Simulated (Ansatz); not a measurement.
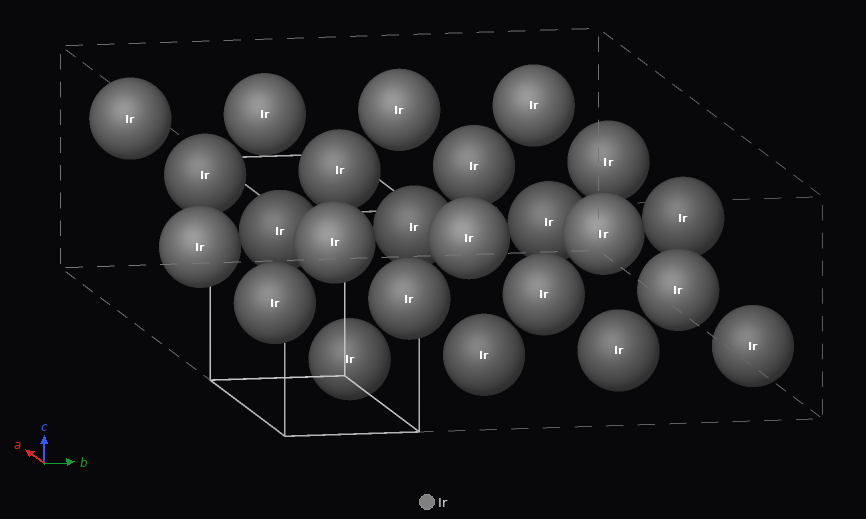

The crystal in a spheres-only representation, seen from a general direction. One simulation cell is drawn solid; the view covers 3×4×1 cells.

The run was set up as follows:
```yaml
crystal:
  lattice:
    - [2.531267663, 0.0, 0.0]
    - [-1.2656338315, 2.1921420999, 0.0]
    - [0.0, 0.0, 4.8192732]
  atoms:
    - { symbol: Ir, position: [0.6666666667, 0.3333333333, 0.75] }
    - { symbol: Ir, position: [0.3333333333, 0.6666666667, 0.25] }
basis:
  ecutwfc: 500
kpoints:
  mp_grid: { grid: [18, 18, 12] }
hamiltonian:
  xc: r2scan
scf:
  occupations: { method: gaussian, width: 0.15 }
output:
  forces: true
  stress: true
  eigenvalues: true
```
Run as:
```sh
ansatz run input.yaml --threads 1 --pin off --max-ram 2560MiB --backend cpu --events-out ev --progress --plain --runs-dir out
```

The calculation used DFT r2SCAN, scalar-relativistic, plane waves, PAW in Ansatz, with plane waves up to 500 eV, 18×18×12 k-mesh, Gaussian smearing of 0.15 eV, no spin polarisation.

> What is the electronic character?

A metal: bands cross the Fermi level.

> Would the cell expand or shrink if it could?

The computed pressure is 42.9 GPa (compressed: it would expand). The stress isn't hydrostatic: its largest component is 71.8 GPa.

The model was built from a structure listed in the Materials Project. The cell was then strained or its atoms displaced on purpose. A calculation with Ansatz used it as input.

At this level of theory the run's own cell isn't at rest (compressed, at 43 GPa), so its distances can differ from those at equilibrium, the more so the softer the solid.
